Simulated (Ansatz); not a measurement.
# Geometry relaxation of WS₂

The run: geometry relaxation of WS₂ (P-6m2, 3 atoms in the cell). Method and program: DFT PBEsol, scalar-relativistic, plane waves, PAW, no spin polarisation (Ansatz 0.2.0).

The structure derives from a Materials Project entry. Figures and captions count atoms from 1; the log counts them from 0 in places.

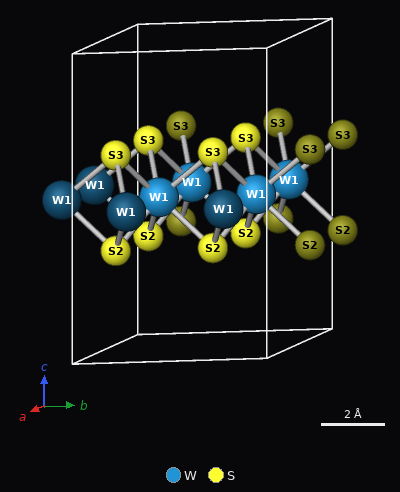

*The input geometry (ball-and-stick view of the 2 × 2 repeat of the cell, with the vacuum cut short, seen slightly off an axis; neighbours outside the cell are drawn fainter; atoms are numbered from 1 in the order of the input). An atom can appear more than once, as a periodic image.*

Near neighbours in the periodic cell (some may lie outside the picture): W has 6 S at 2.41 Å; S has 3 W at 2.41 Å.

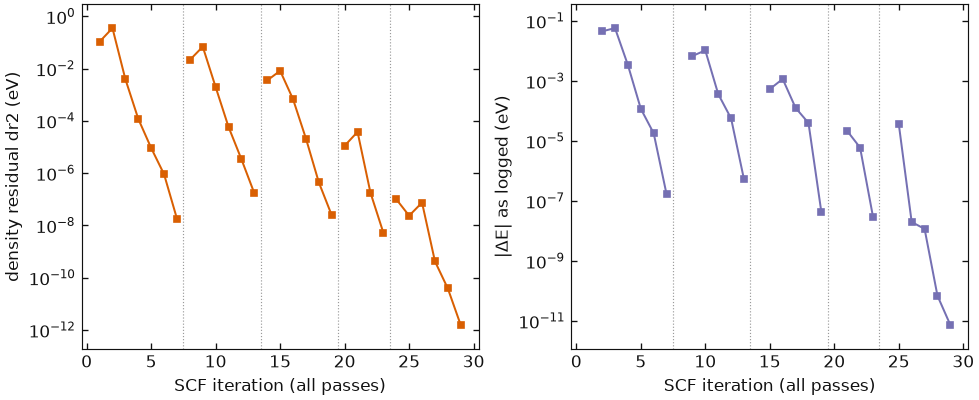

*Convergence of the self-consistent field: density residual dr2 and size of the energy change against the SCF iteration. The dotted lines part the SCF passes of the relaxation: geometry steps, rejected trials and re-solves on a re-selected basis.*

The 5 passes take 4 to 7 iterations each, 29 in all.

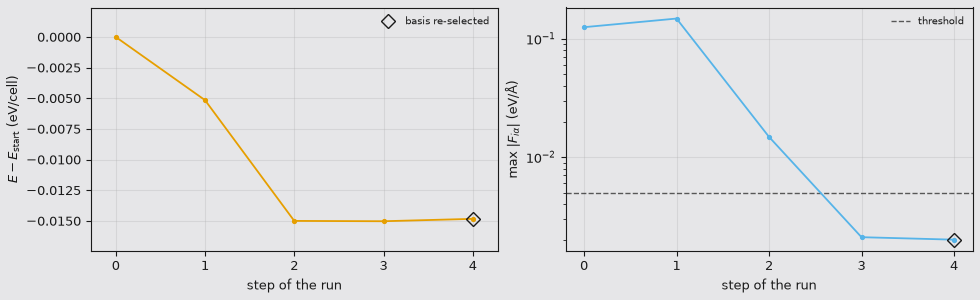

*Progress of the relaxation, step by step (the first geometry is step 0 here and step 1 in the log).*

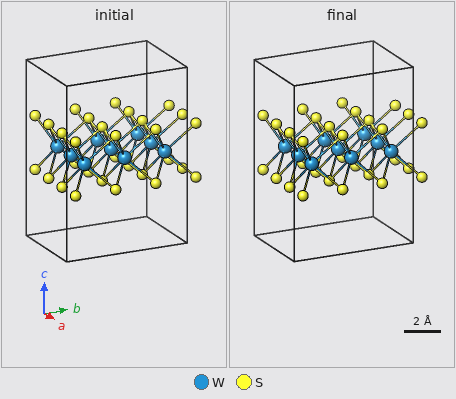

*Before (left) and after (right) the relaxation, at one scale (ball-and-stick view of the 3 × 3 repeat of the cell, with the vacuum cut short, with bonded neighbours outside it, seen slightly off an axis).*

The energy falls by 15.0 meV per cell of the calculation in 3 geometry steps. The largest force component goes from 0.13 to 0.002 eV/Å. The largest moves relative to the cell, 0.007 Å, are those of S2 and S3. W stays in place. In the plane the drawn cell goes a 9.551 → 9.437 Å (−1.2 %), b 9.551 → 9.437 Å (−1.2 %). Distances before and after: W1–S2 2.410 → 2.399 Å. The space group stays P-6m2 (No. 187). A last SCF at the same geometry on a re-selected plane-wave basis shifts the energy by +0.2 meV per cell of the calculation. (Atoms are counted from 1 in the order of the input.)

The input that produced these results follows, with the program's output.

## Input
```yaml
crystal:
  lattice:
    - [3.1835163552, 0.0, 0.0]
    - [-1.5917581776, 2.7570060369, 0.0]
    - [0.0, 0.0, 16.95057789]
  atoms:
    - { symbol: W, position: [0.33333333, 0.66666667, 0.0] }
    - { symbol: S, position: [0.66666667, 0.33333333, 0.90799949] }
    - { symbol: S, position: [0.66666667, 0.33333333, 0.09200051] }
basis:
  ecutwfc: 420
kpoints:
  mp_grid: { grid: [12, 12, 2] }
hamiltonian:
  xc: pbesol
scf:
  occupations: { method: gaussian, width: 0.02 }
output:
  forces: true
  stress: true
  eigenvalues: true
relax:
  adjacent_minimum: "off"
  f_tol: 0.005
  max_steps: 80
  cell: { stress_tol: 0.05 }
```

Command:
```bash
ansatz run input.yaml --threads 1 --pin off --max-ram 2560MiB --backend cpu --events-out ev --progress --plain --runs-dir out
```

## The program's output
```
Engine: ansatz 0.2.0, aarch64-unknown-linux-gnu
Pseudopotentials: kind: paw
Pseudopotential: W, paw, valence charge 14, recommended cutoff 420 eV (normal), W.paw.azcp
Pseudopotential: S, paw, valence charge 6, recommended cutoff 420 eV (normal), S.paw.azcp
Functional definition: PBEsol
  exchange = pbesol_x
  correlation = pbesol_c
Crystal: 3 atoms, lattice volume = 148.775 Å³
Basis set: ecut = 420 eV, 2937 PW (Γ), exchange–correlation on 48×48×240 points (8 copies of the dense FFT grid, shifted against one another)
Bands: 17, of which v1, the nominal top of the filled ones, is band 13 counted from 1 (12 counted from 0)
Symmetry: 12 space group operations
Space group: P-6m2 (ITA 187), of the structure as read, at distance tolerance 5.3e-5 Å
k-points: 38 of 288 (time reversal used)
Non-local potential: W, projectors of the file, l = 0: 3, l = 1: 2, l = 2: 2, l = 3: 1
Non-local potential: S, projectors of the file, l = 0: 2, l = 1: 2, l = 2: 2
PAW form: soft (Blöchl's): semilocal exchange-correlation on the pseudo side does not see the compensation charge
PAW frozen core: W, regenerated for the run's functional, and the local potential with it (the file was generated under x = pbe(κ = 0.804, μ = 0.2195149727645171), c = pbe(β = 0.06672455060314922))
PAW frozen core: S, regenerated for the run's functional, and the local potential with it (the file was generated under x = pbe(κ = 0.804, μ = 0.2195149727645171), c = pbe(β = 0.06672455060314922))
PAW one-centre angular grid: W, 590 points (default); XC on 64 Gauss nodes
PAW one-centre angular grid: S, 110 points (default); XC on 64 Gauss nodes
Initial density: superposition of atomic densities (neutral atoms: chi_scale 0, normalization atom), corrected by the library's trained network
Initial wavefunctions: pseudopotential atomic-orbital guess
Functional: x = pbesol(κ = 0.804, μ = 0.12345679012345678), c = pbesol(β = 0.046)
SCF iter   1: F=—  HF=-12029.048997 eV  |F-HF|=—  |Δ(HF+E_count)|=         —  Δρ=5.53e-3  dr2=1.06e-1  ethr=1.77e-3  ⟨swp⟩=9.6  Hψ=4730  notcnv=0
preconditioner: auto → none  [insulator: Δε(μ)=1.675 eV  Ē_g=8.663 eV  σ=0.020 eV  W_gap=1.00  n_scr=10 (ndim 8)  ℏωp=12.9 eV  f_vac=0.610  D(μ)=0.00/eV (n_scr^D=0)  ε∞_Penn≈3.2]
SCF iter   2: F=—  HF=-12029.093815 eV  |F-HF|=—  |Δ(HF+E_count)|=   4.48e-2  Δρ=7.96e-3  dr2=3.53e-1  ethr=4.09e-4  ⟨swp⟩=3.2  Hψ=1593  notcnv=0  recentre
SCF iter   3: F=—  HF=-12029.036323 eV  |F-HF|=—  |Δ(HF+E_count)|=   5.75e-2  Δρ=1.97e-3  dr2=3.94e-3  ethr=4.09e-4  ⟨swp⟩=3.0  Hψ=1199  notcnv=0
SCF iter   4: F=—  HF=-12029.039706 eV  |F-HF|=—  |Δ(HF+E_count)|=   3.38e-3  Δρ=3.89e-4  dr2=1.19e-4  ethr=1.52e-5  ⟨swp⟩=2.1  Hψ=1335  notcnv=0
SCF iter   5: F=—  HF=-12029.039823 eV  |F-HF|=—  |Δ(HF+E_count)|=   1.18e-4  Δρ=1.27e-4  dr2=9.11e-6  ethr=4.59e-7  ⟨swp⟩=2.6  Hψ=1223  notcnv=0
SCF iter   6: F=—  HF=-12029.039806 eV  |F-HF|=—  |Δ(HF+E_count)|=   1.79e-5  Δρ=2.17e-5  dr2=9.01e-7  ethr=3.51e-8  ⟨swp⟩=2.3  Hψ=1136  notcnv=0
SCF iter   7: F=-12029.039805 eV  HF=-12029.039805 eV  |F-HF|=2.05e-8  |Δ(HF+E_count)|=   1.65e-7  Δρ=4.12e-6  dr2=1.79e-8  ethr=3.85e-10  ⟨swp⟩=8.7  Hψ=3768  notcnv=0
SCF 1 converged in 7 iterations: F = -12029.039805 eV  dr2 = 1.79e-8
  greatest PAW one-centre occupation: 1.000 electrons in one spin orbital (limit 2), on the W atom at site 0 (counted from 0), in its partial waves of l = 0
relax step   1: F+E_penalty+E_count = -12029.03980548 eV  Δ(F+E_penalty+E_count) = +0.000e0 eV  max|allowed force component| = 1.255e-1 eV/Å  Δτ_max = 0.0000 Å  P = -1.080 GPa  Ω = 148.775 Å³  (7 SCF iters, dr2 threshold 1.00e-7 eV, accepted)
Crystal: 3 atoms, lattice volume = 142.587 Å³
Basis set: ecut = 420 eV, 2793 PW (Γ), exchange–correlation on 48×48×240 points (8 copies of the dense FFT grid, shifted against one another)
Initial density: handed on by an earlier stage of this run
Initial wavefunctions: those handed on with the density
iter 1 solved again at ethr=7.22e-5 eV; its pass at ethr=3.10e-3 eV (dr2=1.88e-2 eV) is discarded
SCF iter   1: F=—  HF=-12029.048976 eV  |F-HF|=—  |Δ(HF+E_count)|=         —  Δρ=1.90e-3  dr2=2.13e-2  ethr=7.22e-5  ⟨swp⟩=2.0  Hψ=5261  notcnv=0
preconditioner: auto → none  [insulator: Δε(μ)=1.974 eV  Ē_g=8.889 eV  σ=0.020 eV  W_gap=1.00  n_scr=10 (ndim 8)  ℏωp=13.2 eV  f_vac=0.606  D(μ)=0.00/eV (n_scr^D=0)  ε∞_Penn≈3.2]
SCF iter   2: F=—  HF=-12029.055731 eV  |F-HF|=—  |Δ(HF+E_count)|=   6.75e-3  Δρ=3.48e-3  dr2=6.86e-2  ethr=7.22e-5  ⟨swp⟩=4.6  Hψ=1568  notcnv=0  recentre
SCF iter   3: F=—  HF=-12029.045379 eV  |F-HF|=—  |Δ(HF+E_count)|=   1.04e-2  Δρ=8.69e-4  dr2=1.95e-3  ethr=7.22e-5  ⟨swp⟩=3.0  Hψ=1231  notcnv=0
SCF iter   4: F=—  HF=-12029.045013 eV  |F-HF|=—  |Δ(HF+E_count)|=   3.66e-4  Δρ=2.85e-4  dr2=5.80e-5  ethr=7.49e-6  ⟨swp⟩=2.3  Hψ=1102  notcnv=0
SCF iter   5: F=—  HF=-12029.044957 eV  |F-HF|=—  |Δ(HF+E_count)|=   5.61e-5  Δρ=4.25e-5  dr2=3.36e-6  ethr=2.23e-7  ⟨swp⟩=2.8  Hψ=1336  notcnv=0
SCF iter   6: F=-12029.044956 eV  HF=-12029.044956 eV  |F-HF|=4.03e-8  |Δ(HF+E_count)|=   5.24e-7  Δρ=1.52e-5  dr2=1.68e-7  ethr=1.15e-9  ⟨swp⟩=6.8  Hψ=4013  notcnv=0
SCF 2 converged in 6 iterations: F = -12029.044956 eV  dr2 = 1.68e-7
relax step   2: F+E_penalty+E_count = -12029.04495633 eV  Δ(F+E_penalty+E_count) = -5.151e-3 eV  max|allowed force component| = 1.485e-1 eV/Å  Δτ_max = 0.0251 Å  P = +0.408 GPa  Ω = 142.587 Å³  energy of the carried Pulay correction = +3.532e-4 eV  (6 SCF iters, dr2 threshold 3.00e-7 eV, accepted)
Crystal: 3 atoms, lattice volume = 145.385 Å³
Basis set: ecut = 420 eV, 2841 PW (Γ), exchange–correlation on 48×48×240 points (8 copies of the dense FFT grid, shifted against one another)
iter 1 solved again at ethr=1.46e-5 eV; its pass at ethr=3.10e-3 eV (dr2=3.79e-3 eV) is discarded
SCF iter   1: F=—  HF=-12029.055593 eV  |F-HF|=—  |Δ(HF+E_count)|=         —  Δρ=9.70e-4  dr2=3.52e-3  ethr=1.46e-5  ⟨swp⟩=2.4  Hψ=5044  notcnv=0
preconditioner: auto → none  [insulator: Δε(μ)=1.930 eV  Ē_g=8.848 eV  σ=0.020 eV  W_gap=1.00  n_scr=10 (ndim 8)  ℏωp=13.1 eV  f_vac=0.610  D(μ)=0.00/eV (n_scr^D=0)  ε∞_Penn≈3.2]
SCF iter   2: F=—  HF=-12029.056125 eV  |F-HF|=—  |Δ(HF+E_count)|=   5.32e-4  Δρ=1.24e-3  dr2=8.19e-3  ethr=1.35e-5  ⟨swp⟩=3.3  Hψ=1238  notcnv=0  recentre
SCF iter   3: F=—  HF=-12029.054968 eV  |F-HF|=—  |Δ(HF+E_count)|=   1.16e-3  Δρ=5.08e-4  dr2=6.70e-4  ethr=1.35e-5  ⟨swp⟩=2.4  Hψ=1076  notcnv=0
SCF iter   4: F=—  HF=-12029.054842 eV  |F-HF|=—  |Δ(HF+E_count)|=   1.26e-4  Δρ=1.74e-4  dr2=2.09e-5  ethr=2.58e-6  ⟨swp⟩=2.0  Hψ=948  notcnv=0
SCF iter   5: F=—  HF=-12029.054802 eV  |F-HF|=—  |Δ(HF+E_count)|=   3.96e-5  Δρ=2.07e-5  dr2=4.38e-7  ethr=8.04e-8  ⟨swp⟩=2.3  Hψ=1082  notcnv=0
SCF iter   6: F=-12029.054802 eV  HF=-12029.054802 eV  |F-HF|=5.47e-9  |Δ(HF+E_count)|=   4.18e-8  Δρ=6.29e-6  dr2=2.42e-8  ethr=1.15e-9  ⟨swp⟩=8.0  Hψ=3509  notcnv=0
SCF 3 converged in 6 iterations: F = -12029.054802 eV  dr2 = 2.42e-8
relax step   3: F+E_penalty+E_count = -12029.05480222 eV  Δ(F+E_penalty+E_count) = -9.846e-3 eV  max|allowed force component| = 1.483e-2 eV/Å  Δτ_max = 0.0177 Å  P = -0.054 GPa  Ω = 145.385 Å³  energy of the carried Pulay correction = +1.916e-4 eV  (6 SCF iters, dr2 threshold 3.00e-7 eV, accepted)
Crystal: 3 atoms, lattice volume = 145.293 Å³
iter 1 solved again at ethr=4.83e-8 eV; its pass at ethr=3.10e-3 eV (dr2=1.25e-5 eV) is discarded
SCF iter   1: F=—  HF=-12029.054814 eV  |F-HF|=—  |Δ(HF+E_count)|=         —  Δρ=4.34e-5  dr2=1.11e-5  ethr=4.83e-8  ⟨swp⟩=3.0  Hψ=4528  notcnv=0
preconditioner: auto → none  [insulator: Δε(μ)=1.936 eV  Ē_g=8.851 eV  σ=0.020 eV  W_gap=1.00  n_scr=10 (ndim 8)  ℏωp=13.1 eV  f_vac=0.609  D(μ)=0.00/eV (n_scr^D=0)  ε∞_Penn≈3.2]
SCF iter   2: F=—  HF=-12029.054835 eV  |F-HF|=—  |Δ(HF+E_count)|=   2.15e-5  Δρ=8.03e-5  dr2=3.76e-5  ethr=4.25e-8  ⟨swp⟩=3.2  Hψ=1314  notcnv=0
SCF iter   3: F=—  HF=-12029.054829 eV  |F-HF|=—  |Δ(HF+E_count)|=   5.98e-6  Δρ=8.75e-6  dr2=1.78e-7  ethr=4.25e-8  ⟨swp⟩=2.0  Hψ=908  notcnv=0
SCF iter   4: F=-12029.054829 eV  HF=-12029.054829 eV  |F-HF|=3.33e-10  |Δ(HF+E_count)|=   2.99e-8  Δρ=2.61e-6  dr2=5.23e-9  ethr=5.29e-11  ⟨swp⟩=5.1  Hψ=3435  notcnv=0
SCF 4 converged in 4 iterations: F = -12029.054829 eV  dr2 = 5.23e-9
relax step   4: F+E_penalty+E_count = -12029.05482947 eV  Δ(F+E_penalty+E_count) = -2.725e-5 eV  max|allowed force component| = 2.103e-3 eV/Å  Δτ_max = 0.0003 Å  P = -0.006 GPa  Ω = 145.293 Å³  energy of the carried Pulay correction = +1.969e-4 eV  (4 SCF iters, dr2 threshold 1.37e-8 eV, accepted)
Initial wavefunctions: pseudopotential atomic-orbital guess (no wavefunctions were taken with the density)
iter 1 solved again at ethr=4.19e-7 eV; its pass at ethr=3.10e-3 eV (dr2=1.09e-4 eV) is discarded
SCF iter   1: F=—  HF=-12029.054670 eV  |F-HF|=—  |Δ(HF+E_count)|=         —  Δρ=2.16e-5  dr2=9.98e-8  ethr=4.19e-7  ⟨swp⟩=4.1  Hψ=6922  notcnv=0
eigensolver tolerance schedule: the retry pair's looser diagonalisation over-reported the residual by 1090.76 of it (diagonalisation noise at 0.17 of the residual, at the tolerance the schedule requests for it); recorded, not acted on — ethr = c·dr2/N_el stays at c = 1.0e-1
preconditioner: auto → none  [insulator: Δε(μ)=1.936 eV  Ē_g=8.852 eV  σ=0.020 eV  W_gap=1.00  n_scr=10 (ndim 8)  ℏωp=13.1 eV  f_vac=0.609  D(μ)=0.00/eV (n_scr^D=0)  ε∞_Penn≈3.2]
SCF iter   2: F=—  HF=-12029.054634 eV  |F-HF|=—  |Δ(HF+E_count)|=   3.63e-5  Δρ=1.06e-5  dr2=2.33e-8  ethr=3.84e-10  ⟨swp⟩=3.5  Hψ=1533  notcnv=0
SCF iter   3: F=—  HF=-12029.054634 eV  |F-HF|=—  |Δ(HF+E_count)|=   1.98e-8  Δρ=3.88e-6  dr2=7.42e-8  ethr=8.96e-11  ⟨swp⟩=2.8  Hψ=1315  notcnv=0  recentre
SCF iter   4: F=—  HF=-12029.054634 eV  |F-HF|=—  |Δ(HF+E_count)|=   1.17e-8  Δρ=8.32e-7  dr2=4.19e-10  ethr=8.96e-11  ⟨swp⟩=2.1  Hψ=923  notcnv=0
SCF iter   5: F=—  HF=-12029.054634 eV  |F-HF|=—  |Δ(HF+E_count)|=  6.91e-11  Δρ=3.07e-7  dr2=3.82e-11  ethr=1.61e-12  ⟨swp⟩=2.3  Hψ=1038  notcnv=0
SCF iter   6: F=-12029.054634 eV  HF=-12029.054634 eV  |F-HF|=9.09e-12  |Δ(HF+E_count)|=  7.28e-12  Δρ=5.43e-8  dr2=1.52e-12  ethr=1.00e-12  ⟨swp⟩=8.8  Hψ=3987  notcnv=0
SCF 5 converged in 6 iterations: F = -12029.054634 eV  dr2 = 1.52e-12
relax step   5: F+E_penalty+E_count = -12029.05463381 eV  Δ(F+E_penalty+E_count) = +1.957e-4 eV  max|allowed force component| = 2.004e-3 eV/Å  Δτ_max = 0.0000 Å  P = -0.006 GPa  Ω = 145.293 Å³  stress off target by 6.92e-3 GPa  SCF on the basis re-selected at this cell (its energy is not comparable with the rows above)  (6 SCF iters)
basis re-selected at this cell: Δ(F+E_penalty+E_count) = +1.957e-4 eV, ΔP = -0.000 GPa vs the last step (what re-selecting the basis moved, of the pressure what is left beyond the Pulay correction that the steps carried, after the strain that the cell walked since its last selection, with what the two solves' SCF thresholds leave and, on support functions, any second-order correction that the steps lacked; it is no measure of the basis error at this ecutwfc). This SCF's stress stands 6.92e-3 GPa from its target on what of the cell is left free (relax.cell.stress_tol is 5.00e-2 GPa) and its largest allowed force component is 2.00e-3 eV/Å (relax.f_tol is 5.00e-3 eV/Å): within both
SCF converged after 6 iterations
Free energy (F): -12029.054634 eV
Harris-Foulkes:  -12029.054634 eV  (|F-HF|=9.09e-12)
Internal energy: -12029.054634 eV  (E = F + TS)
E sigma→0 (E₀):  -12029.054634 eV
Fermi energy:    1.353521 eV
--- Per-component energies (eV) ---
  E_band       = -463.975588
  E_kinetic    = 666.952395
  E_local      = -12643.470201  (includes V_loc(G=0)·N_el)
  E_nonlocal   = 60.299385
  E_hartree    = 6002.265168
  E_xc         = -458.639898
  E_vxc        = -414.865528  (∫ρ·V_xc dr)
  E_paw        = -9604.534072  (= ΣΔE_a)
  E_vpaw       = -137.421943  (= ΣTr[D̂ρ^β])
  E_aug_tail   = -0.000065  (compensation charges beyond the density's cutoff)
  E_ewald      = 3947.726963
  E_core_change = 0.345691  (= ΣΔE_core)
  E_smearing   = -0.000000  (= −TS)
  E_closure    = 0.000000  (closes the sum)
  Σ components = -12029.054634   (vs F -12029.054634, Δ=0.00e0)
--- Forces (eV/Å), atoms counted from 1 ---
  atom   1  W      0.00000000     0.00000000     0.00000000
  atom   2  S      0.00000000    -0.00000000     0.00200443
  atom   3  S      0.00000000    -0.00000000    -0.00200443
  max |Σ_I F_I| component: 9.25e-18 eV/Å
--- Stress (GPa, compression-positive) ---
       -0.005476       0.000000       0.000000
       -0.000000      -0.005476       0.000000
        0.000000       0.000000      -0.006925
  P = ⅓ Tr σ = -0.0060 GPa (-0.060 kbar)
--- Band table (eV; the first three rows and the last of 38) ---
  k-point 0: bands = ["-73.4575", "-37.7721", "-37.5743", "-37.5743", "-14.5096", "-12.8093", "-6.1105", "-2.4691", "-2.4691", "-1.7957", "-1.1834", "-1.1834", "0.2596", "3.3756", "3.3756", "3.5530", "3.5530"]
  k-point 1: bands = ["-73.4575", "-37.7720", "-37.5743", "-37.5743", "-14.5096", "-12.8093", "-6.1105", "-2.4691", "-2.4691", "-1.7957", "-1.1834", "-1.1834", "0.2597", "3.3756", "3.3756", "3.5530", "3.5530"]
  k-point 2: bands = ["-73.4561", "-37.7673", "-37.6005", "-37.5803", "-14.3885", "-12.7650", "-5.9672", "-2.7771", "-2.3496", "-2.1893", "-1.3728", "-0.9987", "0.2107", "3.2399", "3.2644", "3.4422", "3.5994"]
  k-point 37: bands = ["-73.4349", "-37.8590", "-37.8211", "-37.6915", "-11.8985", "-11.8350", "-5.5433", "-5.0874", "-4.2155", "-3.5120", "-2.9221", "-2.0134", "0.3854", "2.3216", "3.6890", "4.5497", "6.1513"]
--- Relaxed structure (4 steps of the walk, 4 accepted, 1 SCFs on fresh bases) ---
  F+E_penalty+E_count = -12029.05463381 eV   max|allowed force component| = 2.004e-3 eV/Å   (the final SCF, on the basis selected at the relaxed cell)
  cell:  # Å, volume = 145.2926 Å³
    - [3.1457762098262783, -6.1712034140440434e-34, 0.0]
    - [-1.5728881049131391, 2.7243221123302837, 0.0]
    - [0.0, 0.0, 16.953420970835577]
  atoms:
    - { symbol: W, position: [0.33333333333333326, 0.6666666666666665, 0.0] }
    - { symbol: S, position: [0.6666666666666667, 0.33333333333333337, 0.9075761480258326] }
    - { symbol: S, position: [0.6666666666666667, 0.33333333333333337, 0.09242385197416715] }
```

## Trajectory as extended XYZ (Å, eV, eV/Å), 5 frames, from step=1 to step=5
```
3
Lattice="3.1835 0.0000 0.0000 -1.5918 2.7570 0.0000 0.0000 0.0000 16.9506" Properties=species:S:1:pos:R:3:forces:R:3 step=1 energy=-12029.03981 pressure_GPa=-1.08
W     0.0000    1.8380    0.0000    0.0000   0.0000   0.0000
S     1.5918    0.9190   15.3911    0.0000   0.0000   0.1255
S     1.5918    0.9190    1.5595    0.0000   0.0000  -0.1255
3
Lattice="3.1162 0.0000 0.0000 -1.5581 2.6987 0.0000 0.0000 0.0000 16.9554" Properties=species:S:1:pos:R:3:forces:R:3 step=2 energy=-12029.04496 pressure_GPa=0.41
W     0.0000    1.7991    0.0000    0.0000   0.0000   0.0000
S     1.5581    0.8996   15.3703    0.0000   0.0000   0.1485
S     1.5581    0.8996    1.5850    0.0000   0.0000  -0.1485
3
Lattice="3.1468 0.0000 0.0000 -1.5734 2.7252 0.0000 0.0000 0.0000 16.9535" Properties=species:S:1:pos:R:3:forces:R:3 step=3 energy=-12029.05480 pressure_GPa=-0.05
W     0.0000    1.8168    0.0000    0.0000   0.0000   0.0000
S     1.5734    0.9084   15.3864    0.0000   0.0000   0.0148
S     1.5734    0.9084    1.5672    0.0000   0.0000  -0.0148
3
Lattice="3.1458 0.0000 0.0000 -1.5729 2.7243 0.0000 0.0000 0.0000 16.9534" Properties=species:S:1:pos:R:3:forces:R:3 step=4 energy=-12029.05483 pressure_GPa=-0.01
W     0.0000    1.8162    0.0000    0.0000   0.0000   0.0000
S     1.5729    0.9081   15.3865    0.0000   0.0000   0.0021
S     1.5729    0.9081    1.5669    0.0000   0.0000  -0.0021
3
Lattice="3.1458 0.0000 0.0000 -1.5729 2.7243 0.0000 0.0000 0.0000 16.9534" Properties=species:S:1:pos:R:3:forces:R:3 step=5 energy=-12029.05463 pressure_GPa=-0.01
W     0.0000    1.8162    0.0000    0.0000   0.0000   0.0000
S     1.5729    0.9081   15.3865    0.0000   0.0000   0.0020
S     1.5729    0.9081    1.5669    0.0000   0.0000  -0.0020
```

## Key numbers

```json
{"quantity": "outcome", "value": "converged"}
{"quantity": "space group (tolerance 0.01 Å)", "value": "P-6m2 (187)"}
{"quantity": "electrons treated", "value": "26"}
{"quantity": "free energy", "value": "−12029.0546 eV"}
{"quantity": "Fermi energy", "value": "1.354 eV"}
{"quantity": "gap on the k-point mesh", "value": "1.94 eV"}
{"quantity": "pressure", "value": "−0.01 GPa"}
{"quantity": "final volume", "value": "145.29 Å³"}
{"quantity": "largest force (length of the vector) at the end", "value": "0.002 eV/Å"}
{"quantity": "final cell", "value": "a = 3.146 Å, b = 3.146 Å, c = 16.953 Å, α = 90.00°, β = 90.00°, γ = 120.00°"}
{"quantity": "hardware", "value": "1 thread of Arm Neoverse V2, 24 GiB of memory available, shared host"}
{"quantity": "wall time", "value": "43 s"}
{"quantity": "peak memory", "value": "0.4 GiB"}
```

## Notes

Spin–orbit coupling is left out, which matters for W.
